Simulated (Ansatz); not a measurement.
**Run report: SrTiO₃, geometry relaxation**

System: SrTiO₃ (5 atoms in the cell).
Method: DFT PBE, scalar-relativistic, plane waves, PAW, no spin polarisation (Ansatz 0.2.0).

The structure derives from a Materials Project entry. It belongs to a series of runs on one base structure; here: film's bulk on the substrate's plane, third vector and atoms relaxed.

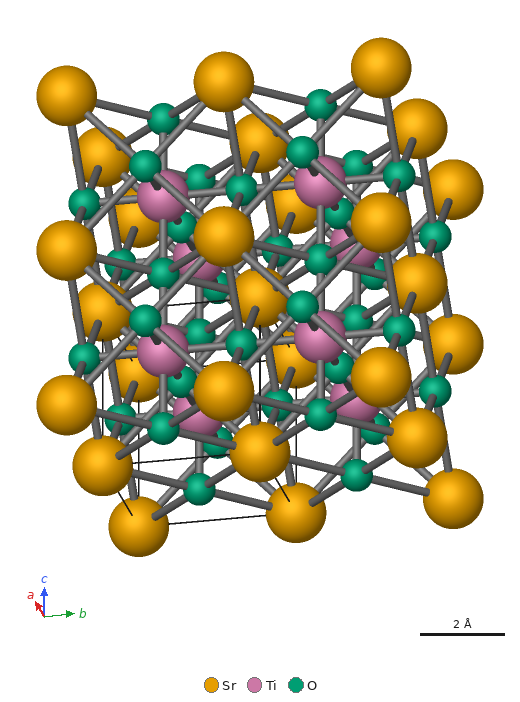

Fig. 1: The starting structure (ball-and-stick view of the cell of the calculation, repeated 2 × 2 × 2, seen at an oblique angle).

The input
```yaml
crystal:
  lattice:
    - [3.8679403874, 0.0, 0.0]
    - [0.0, 3.8679403874, 0.0]
    - [0.0, 0.0, 4.0202036349]
  atoms:
    - { symbol: Sr, position: [0.0, 0.0, 0.0] }
    - { symbol: Ti, position: [0.5, 0.5, 0.5] }
    - { symbol: O, position: [0.0, 0.5, 0.5] }
    - { symbol: O, position: [0.5, 0.0, 0.5] }
    - { symbol: O, position: [0.5, 0.5, 0.0] }
basis:
  ecutwfc: 420
kpoints:
  mp_grid: { grid: [7, 7, 7] }
hamiltonian:
  xc: pbe
scf:
  occupations: { method: gaussian, width: 0.02 }
output:
  forces: true
  stress: true
  eigenvalues: true
relax:
  adjacent_minimum: "off"
  f_tol: 0.01
  max_steps: 50
  cell: { fix: [a, b, gamma], stress_tol: 0.1 }
```

Launch command:
```bash
ansatz run input.yaml --threads 4 --pin off --max-ram 8192MiB --backend cpu --events-out ev --progress --plain --runs-dir out
```

Log
```
Engine: ansatz 0.2.0, x86_64-unknown-linux-gnu
Pseudopotentials: kind: paw
Pseudopotential: Sr, paw, valence charge 10, recommended cutoff 420 eV (normal), Sr.paw.azcp
Pseudopotential: Ti, paw, valence charge 12, recommended cutoff 420 eV (normal), Ti.paw.azcp
Pseudopotential: O, paw, valence charge 6, recommended cutoff 420 eV (normal), O.paw.azcp
Functional definition: PBE
  parameter kappa = 0.804
  parameter beta = 0.06672455060314922
  exchange = pbe_x(kappa = kappa, mu = beta*pi^2/3)
  correlation = pbe_c(beta = beta)
Crystal: 5 atoms, lattice volume = 60.146 Å³
Basis set: ecut = 420 eV, 1189 PW (Γ), exchange–correlation on 54×54×54 points (8 copies of the dense FFT grid, shifted against one another)
Bands: 25, of which v1, the nominal top of the filled ones, is band 20 counted from 1 (19 counted from 0)
Symmetry: 16 space group operations
Space group: P4/mmm (ITA 123), of the structure as read, at distance tolerance 3.9e-5 Å
k-points: 40 of 343
Non-local potential: Sr, projectors of the file, l = 0: 3, l = 1: 2, l = 2: 2
Non-local potential: Ti, projectors of the file, l = 0: 3, l = 1: 2, l = 2: 3, l = 3: 1
Non-local potential: O, projectors of the file, l = 0: 2, l = 1: 2, l = 2: 1
PAW form: soft (Blöchl's): semilocal exchange-correlation on the pseudo side does not see the compensation charge
PAW one-centre angular grid: Sr, 110 points (default); XC on 64 Gauss nodes
PAW one-centre angular grid: Ti, 590 points (default); XC on 64 Gauss nodes
PAW one-centre angular grid: O, 110 points (default); XC on 64 Gauss nodes
Initial density: superposition of atomic densities (neutral atoms: chi_scale 0, normalization atom), corrected by the library's trained network
Initial wavefunctions: pseudopotential atomic-orbital guess
Functional: x = pbe(κ = 0.804, μ = 0.2195149727645171), c = pbe(β = 0.06672455060314922)
SCF iter   1: F=—  HF=-7754.437586 eV  |F-HF|=—  |Δ(HF+E_count)|=         —  Δρ=1.90e-3  dr2=1.17e-3  ethr=1.77e-3  ⟨swp⟩=7.4  Hψ=5304  notcnv=0
preconditioner: auto → Resta (q_TF=auto, 2.549 Å⁻¹)  ε∞=5.6  [insulator: Δε(μ)=1.882 eV  Ē_g=12.188 eV  σ=0.020 eV  W_gap=1.00  n_scr=18 (ndim 8)  ℏωp=26.2 eV  f_vac=0.000  D(μ)=0.00/eV (n_scr^D=0)  ε∞_Penn≈5.6]
SCF iter   2: F=—  HF=-7754.440110 eV  |F-HF|=—  |Δ(HF+E_count)|=   2.52e-3  Δρ=8.96e-4  dr2=1.85e-4  ethr=2.94e-6  ⟨swp⟩=3.4  Hψ=2368  notcnv=0  defer=19
SCF iter   3: F=—  HF=-7754.440235 eV  |F-HF|=—  |Δ(HF+E_count)|=   1.25e-4  Δρ=2.11e-4  dr2=1.58e-5  ethr=4.63e-7  ⟨swp⟩=2.5  Hψ=1453  notcnv=0  defer=19
SCF iter   4: F=—  HF=-7754.439608 eV  |F-HF|=—  |Δ(HF+E_count)|=   6.26e-4  Δρ=5.96e-5  dr2=2.50e-6  ethr=3.94e-8  ⟨swp⟩=2.0  Hψ=1744  notcnv=0  defer=19
SCF iter   5: F=—  HF=-7754.439608 eV  |F-HF|=—  |Δ(HF+E_count)|=   9.61e-8  Δρ=2.20e-5  dr2=4.30e-7  ethr=6.25e-9  ⟨swp⟩=1.9  Hψ=1027  notcnv=0  defer=19
SCF iter   6: F=-7754.439608 eV  HF=-7754.439608 eV  |F-HF|=1.54e-8  |Δ(HF+E_count)|=   3.70e-8  Δρ=4.88e-6  dr2=2.86e-8  ethr=2.50e-10  ⟨swp⟩=8.8  Hψ=4514  notcnv=0
SCF 1 converged in 6 iterations: F = -7754.439608 eV  dr2 = 2.86e-8
  greatest PAW one-centre occupation: 0.999 electrons in one spin orbital (limit 2), on the Ti atom at site 1 (counted from 0), in its partial waves of l = 0
relax step   1: F+E_penalty+E_count = -7754.43960810 eV  Δ(F+E_penalty+E_count) = +0.000e0 eV  max|allowed force component| = 7.194e-29 eV/Å  Δτ_max = 0.0000 Å  P = +2.878 GPa  Ω = 60.146 Å³  fix = [a, b, gamma]  reactions: a +5.680, b +5.680 GPa  (6 SCF iters, dr2 threshold 1.00e-7 eV, accepted)
Crystal: 5 atoms, lattice volume = 59.814 Å³
Initial density: handed on by an earlier stage of this run
Initial wavefunctions: those handed on with the density
iter 1 solved again at ethr=1.01e-6 eV; its pass at ethr=3.10e-3 eV (dr2=4.04e-4 eV) is discarded
SCF iter   1: F=—  HF=-7754.445498 eV  |F-HF|=—  |Δ(HF+E_count)|=         —  Δρ=9.89e-4  dr2=3.99e-4  ethr=1.01e-6  ⟨swp⟩=3.1  Hψ=5801  notcnv=0
preconditioner: auto → Resta (q_TF=auto, 2.551 Å⁻¹)  ε∞=5.6  [insulator: Δε(μ)=1.922 eV  Ē_g=12.247 eV  σ=0.020 eV  W_gap=1.00  n_scr=18 (ndim 8)  ℏωp=26.3 eV  f_vac=0.000  D(μ)=0.00/eV (n_scr^D=0)  ε∞_Penn≈5.6]
SCF iter   2: F=—  HF=-7754.444796 eV  |F-HF|=—  |Δ(HF+E_count)|=   7.02e-4  Δρ=4.15e-4  dr2=8.00e-5  ethr=9.97e-7  ⟨swp⟩=2.0  Hψ=1351  notcnv=0
SCF iter   3: F=—  HF=-7754.444782 eV  |F-HF|=—  |Δ(HF+E_count)|=   1.44e-5  Δρ=1.21e-4  dr2=1.03e-5  ethr=2.00e-7  ⟨swp⟩=2.1  Hψ=1439  notcnv=0
SCF iter   4: F=—  HF=-7754.444782 eV  |F-HF|=—  |Δ(HF+E_count)|=   3.32e-7  Δρ=3.28e-5  dr2=5.27e-7  ethr=2.58e-8  ⟨swp⟩=2.3  Hψ=1537  notcnv=0
iter 5 did not close the SCF: its close was put off for the readings that it lacked (scf_convergence_deferred on its scf_iter line)
SCF iter   5: F=-7754.444782 eV  HF=-7754.444782 eV  |F-HF|=1.18e-8  |Δ(HF+E_count)|=   1.68e-7  Δρ=8.31e-6  dr2=4.55e-8  ethr=1.32e-9  ⟨swp⟩=2.1  Hψ=1620  notcnv=0
SCF iter   6: F=-7754.444782 eV  HF=-7754.444782 eV  |F-HF|=1.06e-9  |Δ(HF+E_count)|=   8.08e-9  Δρ=2.83e-6  dr2=5.17e-9  ethr=1.14e-10  ⟨swp⟩=2.2  Hψ=3327  notcnv=0
SCF 2 converged in 6 iterations: F = -7754.444782 eV  dr2 = 5.17e-9
relax step   2: F+E_penalty+E_count = -7754.44478192 eV  Δ(F+E_penalty+E_count) = -5.174e-3 eV  max|allowed force component| = 6.690e-29 eV/Å  Δτ_max = 0.0000 Å  P = +3.825 GPa  Ω = 59.814 Å³  energy of the carried Pulay correction = +1.180e-3 eV  fix = [a, b, gamma]  reactions: a +6.292, b +6.292 GPa  (6 SCF iters, dr2 threshold 5.00e-7 eV, accepted)
Crystal: 5 atoms, lattice volume = 59.586 Å³
Basis set: ecut = 420 eV, 1181 PW (Γ), exchange–correlation on 54×54×54 points (8 copies of the dense FFT grid, shifted against one another)
iter 1 solved again at ethr=4.95e-7 eV; its pass at ethr=3.10e-3 eV (dr2=1.98e-4 eV) is discarded
SCF iter   1: F=—  HF=-7754.447013 eV  |F-HF|=—  |Δ(HF+E_count)|=         —  Δρ=6.94e-4  dr2=1.95e-4  ethr=4.95e-7  ⟨swp⟩=3.2  Hψ=5906  notcnv=0
preconditioner: auto → Resta (q_TF=auto, 2.553 Å⁻¹)  ε∞=5.6  [insulator: Δε(μ)=1.931 eV  Ē_g=12.273 eV  σ=0.020 eV  W_gap=1.00  n_scr=18 (ndim 8)  ℏωp=26.3 eV  f_vac=0.000  D(μ)=0.00/eV (n_scr^D=0)  ε∞_Penn≈5.6]
SCF iter   2: F=—  HF=-7754.446356 eV  |F-HF|=—  |Δ(HF+E_count)|=   6.58e-4  Δρ=2.87e-4  dr2=3.79e-5  ethr=4.86e-7  ⟨swp⟩=2.0  Hψ=1371  notcnv=0
SCF iter   3: F=—  HF=-7754.446349 eV  |F-HF|=—  |Δ(HF+E_count)|=   6.80e-6  Δρ=8.46e-5  dr2=4.97e-6  ethr=9.47e-8  ⟨swp⟩=2.1  Hψ=1442  notcnv=0
iter 4 did not close the SCF: its close was put off for the readings that it lacked (scf_convergence_deferred on its scf_iter line)
SCF iter   4: F=-7754.446349 eV  HF=-7754.446349 eV  |F-HF|=3.48e-8  |Δ(HF+E_count)|=   1.55e-7  Δρ=2.24e-5  dr2=2.45e-7  ethr=1.24e-8  ⟨swp⟩=2.3  Hψ=1538  notcnv=0
iter 5 did not close the SCF: its close was put off for the readings that it lacked (scf_convergence_deferred on its scf_iter line)
SCF iter   5: F=-7754.446349 eV  HF=-7754.446349 eV  |F-HF|=5.54e-9  |Δ(HF+E_count)|=   7.79e-8  Δρ=5.65e-6  dr2=2.11e-8  ethr=6.12e-10  ⟨swp⟩=2.1  Hψ=1641  notcnv=0
SCF iter   6: F=-7754.446349 eV  HF=-7754.446349 eV  |F-HF|=4.78e-10  |Δ(HF+E_count)|=   3.56e-9  Δρ=1.95e-6  dr2=2.44e-9  ethr=5.27e-11  ⟨swp⟩=2.0  Hψ=3151  notcnv=0
SCF 3 converged in 6 iterations: F = -7754.446349 eV  dr2 = 2.44e-9
relax step   3: F+E_penalty+E_count = -7754.44634881 eV  Δ(F+E_penalty+E_count) = -1.567e-3 eV  max|allowed force component| = 3.865e-29 eV/Å  Δτ_max = 0.0000 Å  P = +4.497 GPa  Ω = 59.586 Å³  energy of the carried Pulay correction = +1.992e-3 eV  fix = [a, b, gamma]  reactions: a +6.719, b +6.719 GPa  (6 SCF iters, dr2 threshold 5.00e-7 eV, accepted)
Initial wavefunctions: pseudopotential atomic-orbital guess (no wavefunctions were taken with the density)
iter 1 solved again at ethr=3.69e-7 eV; its pass at ethr=3.10e-3 eV (dr2=1.48e-4 eV) is discarded
SCF iter   1: F=—  HF=-7754.445122 eV  |F-HF|=—  |Δ(HF+E_count)|=         —  Δρ=8.65e-5  dr2=6.83e-7  ethr=3.69e-7  ⟨swp⟩=4.0  Hψ=8057  notcnv=0
preconditioner: auto → Resta (q_TF=auto, 2.553 Å⁻¹)  ε∞=5.6  [insulator: Δε(μ)=1.927 eV  Ē_g=12.271 eV  σ=0.020 eV  W_gap=1.00  n_scr=18 (ndim 8)  ℏωp=26.3 eV  f_vac=0.000  D(μ)=0.00/eV (n_scr^D=0)  ε∞_Penn≈5.6]
SCF iter   2: F=—  HF=-7754.444510 eV  |F-HF|=—  |Δ(HF+E_count)|=   6.12e-4  Δρ=4.49e-5  dr2=1.76e-7  ethr=1.71e-9  ⟨swp⟩=2.9  Hψ=1942  notcnv=0
SCF iter   3: F=—  HF=-7754.444511 eV  |F-HF|=—  |Δ(HF+E_count)|=   4.06e-7  Δρ=1.61e-5  dr2=2.80e-8  ethr=4.40e-10  ⟨swp⟩=2.0  Hψ=1376  notcnv=0
SCF iter   4: F=—  HF=-7754.444511 eV  |F-HF|=—  |Δ(HF+E_count)|=   6.60e-8  Δρ=3.18e-6  dr2=2.70e-9  ethr=7.01e-11  ⟨swp⟩=2.0  Hψ=1582  notcnv=0
SCF iter   5: F=—  HF=-7754.444511 eV  |F-HF|=—  |Δ(HF+E_count)|=  8.85e-10  Δρ=6.80e-7  dr2=3.12e-10  ethr=6.74e-12  ⟨swp⟩=2.0  Hψ=1362  notcnv=0
SCF iter   6: F=-7754.444511 eV  HF=-7754.444511 eV  |F-HF|=1.46e-11  |Δ(HF+E_count)|=  2.73e-12  Δρ=2.80e-7  dr2=3.53e-11  ethr=1.00e-12  ⟨swp⟩=4.0  Hψ=3376  notcnv=0
SCF 4 converged in 6 iterations: F = -7754.444511 eV  dr2 = 3.53e-11
relax step   4: F+E_penalty+E_count = -7754.44451081 eV  Δ(F+E_penalty+E_count) = +1.838e-3 eV  max|allowed force component| = 5.554e-29 eV/Å  Δτ_max = 0.0000 Å  P = +4.441 GPa  Ω = 59.586 Å³  fix = [a, b, gamma]  reactions: a +6.685, b +6.685 GPa  stress off target by 4.57e-2 GPa on what of the cell is left free  SCF on the basis re-selected at this cell (its energy is not comparable with the rows above)  (6 SCF iters)
```

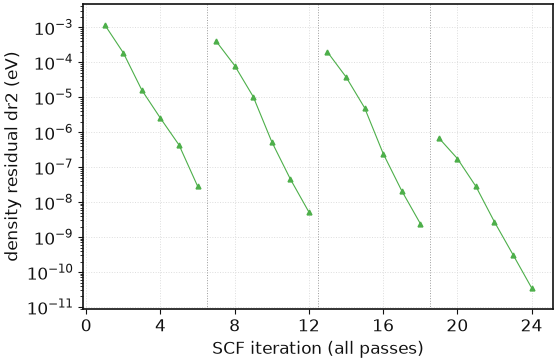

Fig. 2: Convergence of the self-consistent field: density residual dr2 against the SCF iteration. The dotted lines part the SCF passes of the relaxation: geometry steps, rejected trials and re-solves on a re-selected basis. The passes take 6, 6, 6 and 6 iterations.

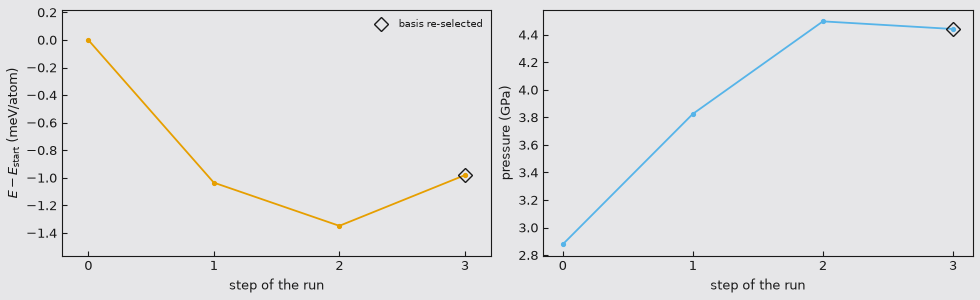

Fig. 3: Progress of the relaxation, step by step (the first geometry is step 0 here and step 1 in the log).

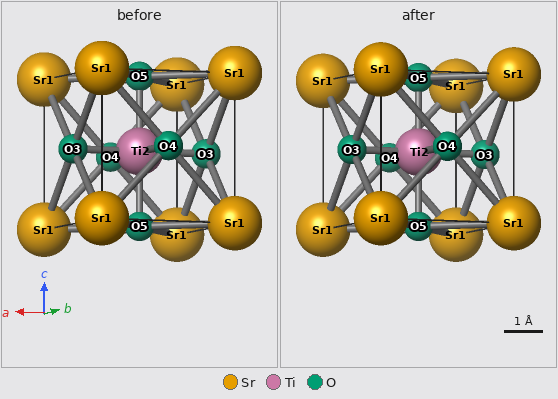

Fig. 4: Before (left) and after (right) the relaxation, at one scale (ball-and-stick view of the cell of the calculation, seen at an oblique angle). After 2 geometry steps the energy has fallen by 1.3 meV per atom. All forces vanish by symmetry, so only the cell relaxes. Pressure: 2.88 GPa at the start and 4.44 GPa at the end. No atom moves by more than 0.005 Å relative to the cell. The volume changes by −0.9 %, with a = b stay at 3.868 Å, c 4.020 → 3.983 Å (−0.9 %). Among the contacts that change: Ti2–O5 2.010 → 1.991 Å, Sr1–O3 2.789 → 2.776 Å. The space group stays P4/mmm (No. 123). A last SCF at the same geometry on a re-selected plane-wave basis shifts the energy by +0.4 meV per atom. (Atoms are counted from 1 in the order of the input.)

```
basis re-selected at this cell: Δ(F+E_penalty+E_count) = +1.838e-3 eV, ΔP = -0.055 GPa vs the last step (what re-selecting the basis moved, of the pressure what is left beyond the Pulay correction that the steps carried, after the strain that the cell walked since its last selection, with what the two solves' SCF thresholds leave and, on support functions, any second-order correction that the steps lacked; it is no measure of the basis error at this ecutwfc). This SCF's stress stands 4.57e-2 GPa from its target on what of the cell is left free (relax.cell.stress_tol is 1.00e-1 GPa) and its largest allowed force component is 5.55e-29 eV/Å (relax.f_tol is 1.00e-2 eV/Å): within both
SCF converged after 6 iterations
Free energy (F): -7754.444511 eV
Harris-Foulkes:  -7754.444511 eV  (|F-HF|=1.46e-11)
Internal energy: -7754.444511 eV  (E = F + TS)
E sigma→0 (E₀):  -7754.444511 eV
Fermi energy:    10.893559 eV
--- Per-component energies (eV) ---
  E_band       = -205.131807
  E_kinetic    = 1048.584920
  E_local      = -2386.149501  (includes V_loc(G=0)·N_el)
  E_nonlocal   = 348.052698
  E_hartree    = 835.635060
  E_xc         = -496.677843
  E_vxc        = -572.534244  (∫ρ·V_xc dr)
  E_paw        = -4213.769989  (= ΣΔE_a)
  E_vpaw       = -314.363215  (= ΣTr[D̂ρ^β])
  E_aug_tail   = 0.007541  (compensation charges beyond the density's cutoff)
  E_ewald      = -2890.127396
  E_smearing   = -0.000000  (= −TS)
  E_closure    = -0.000000  (closes the sum)
  Σ components = -7754.444511   (vs F -7754.444511, Δ=0.00e0)
--- Forces (eV/Å), atoms counted from 1 ---
  atom   1  Sr     0.00000000    -0.00000000     0.00000000
  atom   2  Ti     0.00000000     0.00000000     0.00000000
  atom   3  O     -0.00000000    -0.00000000     0.00000000
  atom   4  O      0.00000000    -0.00000000     0.00000000
  atom   5  O      0.00000000    -0.00000000     0.00000000
  max |Σ_I F_I| component: 1.01e-28 eV/Å
--- Stress (GPa, compression-positive) ---
        6.685057       0.000000      -0.000000
        0.000000       6.685057       0.000000
       -0.000000       0.000000      -0.045741
  P = ⅓ Tr σ = 4.4415 GPa (44.415 kbar)
--- Band table (eV; the first three rows and the last of 40) ---
  k-point 0: bands = ["-46.4062", "-22.7297", "-22.6782", "-22.6782", "-22.6529", "-7.4450", "-6.5149", "-6.3748", "-4.7520", "-4.7111", "-4.7111", "7.0766", "7.2215", "7.2215", "8.7471", "8.8513", "8.8513", "9.6229", "9.6487", "9.6487", "11.8570", "11.8570", "11.9051", "14.1994", "14.4493"]
  k-point 1: bands = ["-46.4060", "-22.7536", "-22.6777", "-22.6777", "-22.6356", "-7.4766", "-6.5088", "-6.3626", "-4.7038", "-4.7038", "-4.6231", "6.8652", "7.2075", "7.2075", "8.5919", "8.6281", "8.6281", "9.0371", "9.5365", "9.5365", "11.9309", "12.2566", "12.2566", "14.4562", "14.7884"]
  k-point 2: bands = ["-46.4056", "-22.7932", "-22.6767", "-22.6767", "-22.6107", "-7.5841", "-6.4951", "-6.2491", "-4.6873", "-4.6873", "-4.3739", "6.3729", "7.1805", "7.1805", "8.0857", "8.1899", "8.1899", "8.2791", "9.3881", "9.3881", "11.9905", "13.0052", "13.0052", "14.4643", "15.7457"]
  k-point 39: bands = ["-46.4025", "-22.7489", "-22.7480", "-22.6998", "-22.6689", "-6.2827", "-6.1529", "-6.1145", "-4.9513", "-4.9165", "-4.8165", "5.4728", "5.7826", "6.0683", "6.1096", "6.3234", "6.3845", "9.8003", "9.8467", "9.9299", "14.3206", "14.3339", "14.4664", "17.1181", "17.1301"]
--- Relaxed structure (3 steps of the walk, 3 accepted, 1 SCFs on fresh bases) ---
  F+E_penalty+E_count = -7754.44451081 eV   max|allowed force component| = 5.554e-29 eV/Å   (the final SCF, on the basis selected at the relaxed cell)
  cell:  # Å, volume = 59.5861 Å³
    - [3.8679403874, -3.2991607165496114e-112, -1.2548591870920603e-32]
    - [-3.2991607165496114e-112, 3.8679403874, -9.50650899312167e-35]
    - [-1.3042572945717574e-32, -9.880737080089072e-35, 3.982772201077929]
  atoms:
    - { symbol: Sr, position: [-5.290413918024362e-36, 6.192896292195185e-35, 1.7946140998907595e-35] }
    - { symbol: Ti, position: [0.49999999999999994, 0.49999999999999994, 0.5] }
    - { symbol: O, position: [-5.290413917919468e-36, 0.49999999999999994, 0.5] }
    - { symbol: O, position: [0.49999999999999994, -3.298728678202837e-35, 0.5] }
    - { symbol: O, position: [0.49999999999999994, 0.49999999999999994, -4.4865352497076214e-36] }
```

Trajectory as extended XYZ (Å, eV, eV/Å), 4 frames, from step=1 to step=4
```
5
Lattice="3.8679 0.0000 0.0000 0.0000 3.8679 0.0000 0.0000 0.0000 4.0202" Properties=species:S:1:pos:R:3:forces:R:3 step=1 energy=-7754.43961 pressure_GPa=2.88
Sr    0.0000    0.0000    0.0000    0.0000   0.0000   0.0000
Ti    1.9340    1.9340    2.0101    0.0000   0.0000   0.0000
O     0.0000    1.9340    2.0101    0.0000   0.0000   0.0000
O     1.9340    0.0000    2.0101    0.0000   0.0000   0.0000
O     1.9340    1.9340    0.0000    0.0000   0.0000   0.0000
5
Lattice="3.8679 0.0000 0.0000 0.0000 3.8679 0.0000 0.0000 0.0000 3.9980" Properties=species:S:1:pos:R:3:forces:R:3 step=2 energy=-7754.44478 pressure_GPa=3.82
Sr    0.0000    0.0000    0.0000    0.0000   0.0000   0.0000
Ti    1.9340    1.9340    1.9990    0.0000   0.0000   0.0000
O     0.0000    1.9340    1.9990    0.0000   0.0000   0.0000
O     1.9340    0.0000    1.9990    0.0000   0.0000   0.0000
O     1.9340    1.9340    0.0000    0.0000   0.0000   0.0000
5
Lattice="3.8679 0.0000 0.0000 0.0000 3.8679 0.0000 0.0000 0.0000 3.9828" Properties=species:S:1:pos:R:3:forces:R:3 step=3 energy=-7754.44635 pressure_GPa=4.50
Sr    0.0000    0.0000    0.0000    0.0000   0.0000   0.0000
Ti    1.9340    1.9340    1.9914    0.0000   0.0000   0.0000
O     0.0000    1.9340    1.9914    0.0000   0.0000   0.0000
O     1.9340    0.0000    1.9914    0.0000   0.0000   0.0000
O     1.9340    1.9340    0.0000    0.0000   0.0000   0.0000
5
Lattice="3.8679 0.0000 0.0000 0.0000 3.8679 0.0000 0.0000 0.0000 3.9828" Properties=species:S:1:pos:R:3:forces:R:3 step=4 energy=-7754.44451 pressure_GPa=4.44
Sr    0.0000    0.0000    0.0000    0.0000   0.0000   0.0000
Ti    1.9340    1.9340    1.9914    0.0000   0.0000   0.0000
O     0.0000    1.9340    1.9914    0.0000   0.0000   0.0000
O     1.9340    0.0000    1.9914    0.0000   0.0000   0.0000
O     1.9340    1.9340    0.0000    0.0000   0.0000   0.0000
```

Summary

| quantity | value |
| --- | --- |
| outcome | converged |
| space group (tolerance 0.01 Å) | P4/mmm (123) |
| electrons treated | 40 |
| free energy | −7754.4445 eV |
| Fermi energy | 10.894 eV |
| gap on the k-point mesh | 1.93 eV |
| pressure | 4.44 GPa |
| final volume | 59.59 Å³ |
| largest force (length of the vector) at the end | under 0.001 eV/Å |
| final cell | a = 3.868 Å, b = 3.868 Å, c = 3.983 Å, α = 90.00°, β = 90.00°, γ = 90.00° |
| hardware | 4 threads of Intel Xeon (Sapphire Rapids), 192 GiB of memory available, shared host |
| wall time | 5.3 s (CPU time 18 s) |
| peak memory | 0.46 GiB |
